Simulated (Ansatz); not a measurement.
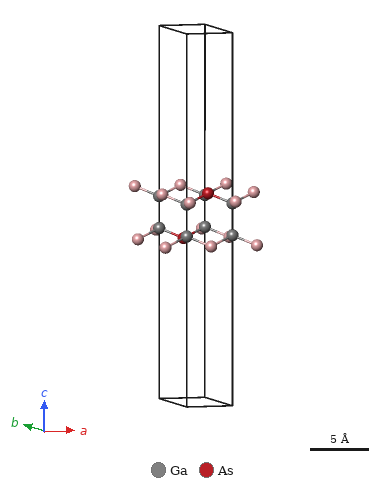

Ball-and-stick representation of a periodic structure, projected from the side at a slight tilt. The frame is the simulation cell; atoms at its boundary are shown with their periodic copies. Bonded neighbours in the next cells are drawn too, in fainter colours.

```xyz
4
Lattice="4.0267 0.0000 0.0000 -2.0133 3.4872 0.0000 0.0000 0.0000 33.4982" Properties=species:S:1:pos:R:3 pbc="T T T"
Ga    0.0000    0.0000   15.3160
Ga    0.0000    0.0000   18.1821
As    0.0000    2.3248   14.6295
As    2.0133    1.1624   18.8687
```

Run with DFT PBE, scalar-relativistic, plane waves, PAW (Ansatz 0.2.0) and these settings: a 420 eV plane-wave basis, Brillouin-zone sampling on a 12×12×1 mesh, Gaussian smearing of 0.1 eV, no spin polarisation.

Question: What charge does Bader's analysis assign to each element?

Answer: Ga +0.52 e; As -0.52 e.

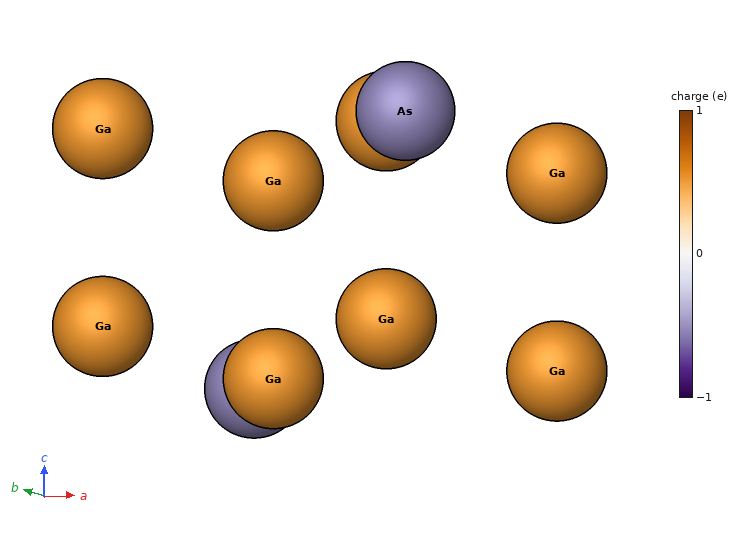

The atoms coloured by those charges.

The model was built from a structure type filled with these elements by a generator (whether the compound takes this form wasn't checked). Earlier steps of the study may have refined or changed the cell and positions. A calculation with Ansatz used it as input.
